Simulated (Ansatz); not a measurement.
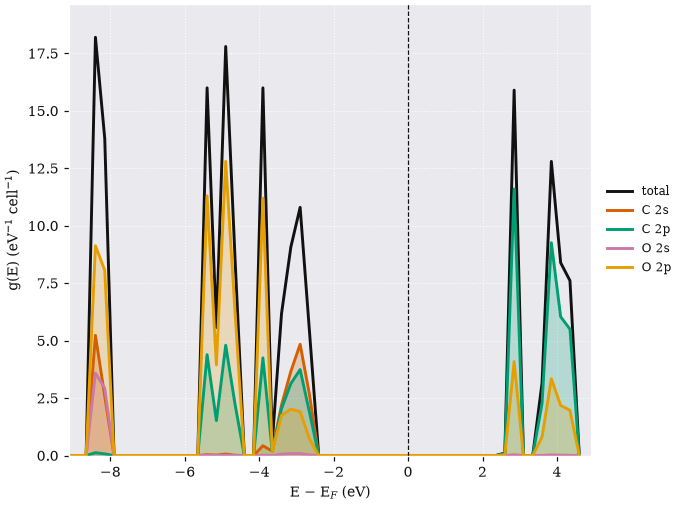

Density of states. Energies are counted from the Fermi level. The partial curves are projected on Löwdin-orthogonalised atomic shells.

The Ansatz input:

```
crystal:
  lattice:
    - [5.78183767, -0.03455737, -0.00017626]
    - [-0.03455737, 5.80750714, 0.02600017]
    - [-0.00017626, 0.02600017, 5.70103813]
  atoms:
    - { symbol: C, position: [0.94867745, 0.93917574, 0.96220723] }
    - { symbol: C, position: [0.55759693, 0.05523105, 0.44675469] }
    - { symbol: C, position: [0.47975862, 0.54320615, 0.05732949] }
    - { symbol: C, position: [0.06765212, 0.48240639, 0.54210485] }
    - { symbol: O, position: [0.05517208, 0.07986137, 0.07604527] }
    - { symbol: O, position: [0.42959207, 0.91035069, 0.58493718] }
    - { symbol: O, position: [0.57551828, 0.43000166, 0.92788339] }
    - { symbol: O, position: [0.9210802, 0.58103898, 0.42483314] }
kpoints:
  mp_grid: { grid: [3, 3, 3], shift: [0.5, 0.5, 0.5] }
magnetization:
  spin_polarized: false
scf:
  occupations: { method: fermi_dirac }
  lower_state_search: "off"
  max_iter: 200
hamiltonian:
  pseudopotentials: { kind: paw }
  xc: r2scan
basis:
  ecutwfc: 500
  fft_grid_basis: typed
output:
  forces: true
  stress: true
  eigenvalues: true
  populations: true
  elf: true
  write_potential: true
  volumetric_format: npy
  dos:
    e_range: [-12, 8]
    de: 0.05
    projected: { site_lists: { C: [C], O: [O] } }
checkpoint:
  read: saved_state
```

Is there a gap at the Fermi level, and how wide?

There is a gap; over the k points computed it is 5.41 eV.

What is the character of the states on either side of the gap?

By projected weight, the top eV of the valence band is C 2s (45 %), C 2p (35 %) and O 2p (20 %); the bottom eV of the conduction band is C 2p (75 %) and O 2p (25 %).

How wide is the upper valence band?

The upper group of valence states starts about 1.2 eV under the valence-band top (which lies at −2.7 eV on this axis), with a gap beneath it; it holds about 12 electrons a cell.

The atoms aren't at rest in this cell (largest force 12.9 eV/Å), so the relaxed material can differ. The cell is at −11 GPa in this functional.
